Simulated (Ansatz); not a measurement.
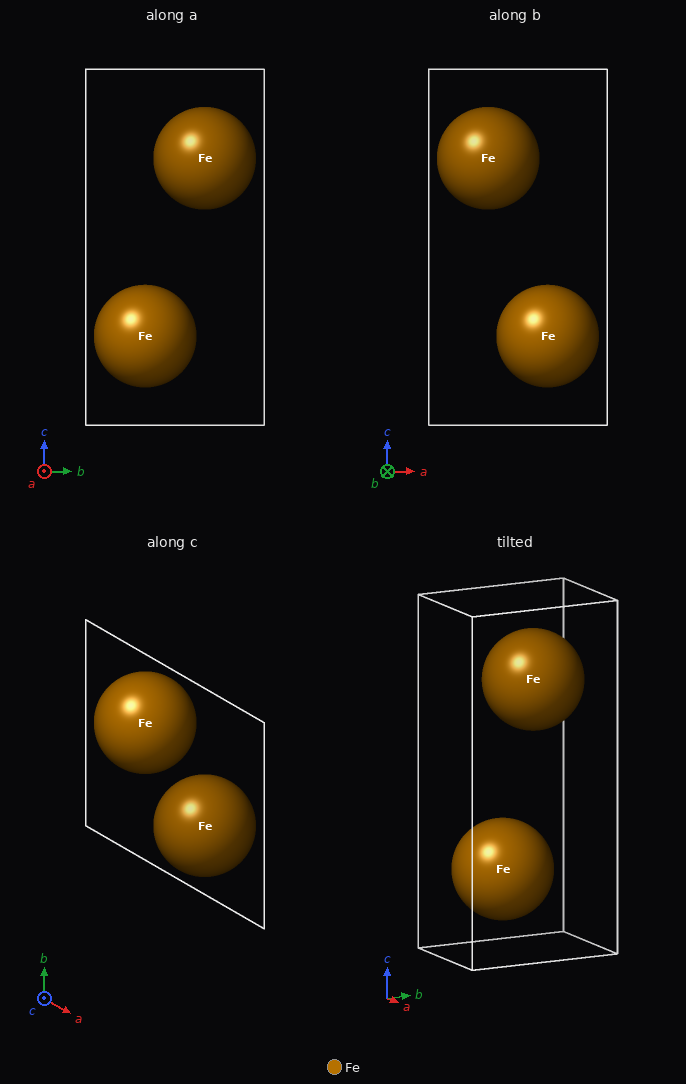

The crystal in a spheres-only representation, seen along the a axis, along the b axis, along the c axis and slightly off an axis. The lines enclose the conventional unit cell; boundary atoms appear with their images.

Lattice parameters: a = 2.541 Å, b = 2.541 Å, c = 4.387 Å, α = 90.00°, β = 90.00°, γ = 120.00°.

> From the views, write a table of Wyckoff sites.

Space group P6_3/mmc (No. 194).
```json
{"atom": "Fe", "site": "2d", "x": "0.3333", "y": "0.6667", "z": "0.7500"}
```

The initial geometry was a structure type filled with this element by a generator (whether the element takes this form wasn't checked). The cell was then strained or its atoms displaced on purpose. It was relaxed at fixed volume with DFT r2SCAN, scalar-relativistic, plane waves, PAW (Ansatz 0.2.0).
